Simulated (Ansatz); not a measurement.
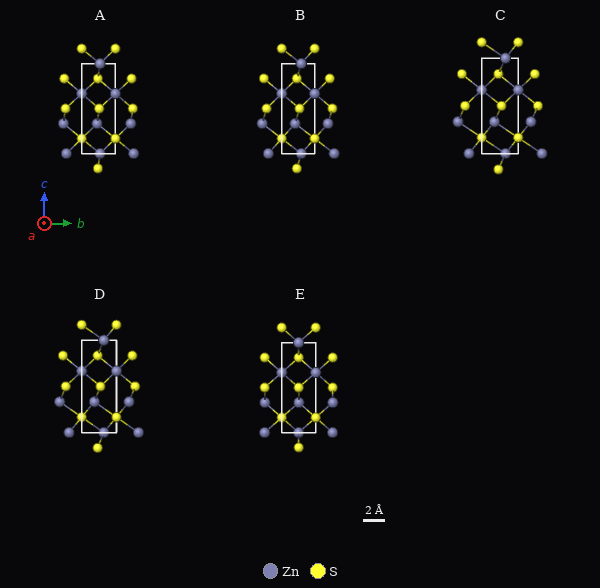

5 geometries from one relaxation of a crystal of ZnS (a generated structure, set up in P3_221) (coarse preliminary run), in shuffled order. The picture is a ball-and-stick view of the cell of the calculation, seen along the a axis.

Case: Hg → Zn, Te → S on all its sites, cell and atoms relaxed.

Level of theory: DFT PBE+D3(BJ), scalar-relativistic, plane waves, PAW (Ansatz). Settings: plane-wave cutoff 420 eV; k-point mesh 6 × 6 × 2; occupations gaussian; smearing width 0.1 eV; no spin polarisation; cell and atoms relaxed; force threshold 0.05 eV/Å; at most 60 steps.

Q: Put them in the order of the run, from the start to the converged end.

A: C, D, B, A, E. They are steps 0, 1, 2, 3, 6, at +1.472 eV per cell of the calculation, +0.486 eV per cell of the calculation, +0.224 eV per cell of the calculation, +35.4 meV per cell of the calculation relative to the last. After 5 accepted moves (6 points after the start) the energy has fallen by 1.472 eV per cell of the calculation. Largest force component: 0.94 eV/Å at the start, 0.015 eV/Å at the end. Pressure: −11.21 GPa at the start and −0.03 GPa at the end. At 1 point the geometry stayed and the basis and grid were re-selected for the new cell (energy shift of 7.3 meV per cell of the calculation at most each time). The largest moves relative to the cell, 0.58 Å, are those of Zn atoms. By element the largest moves are Zn 0.58 Å, S 0.16 Å. The drawn cell changes as follows: a = b 4.031 → 3.756 Å (−6.8 %), c 9.132 → 8.613 Å (−5.7 %); the volume changes by −18.1 %. Among the contacts that change: S–Zn 2.786 → 2.360 Å, S–Zn 2.452 → 2.369 Å. Bond angles that change, for instance: S–Zn–S 165.5° → 132.6°, S–Zn–S 104.5° → 133.8°, Zn–S–Zn 105.3° → 133.7°. The space group stays P3_221 (No. 154).
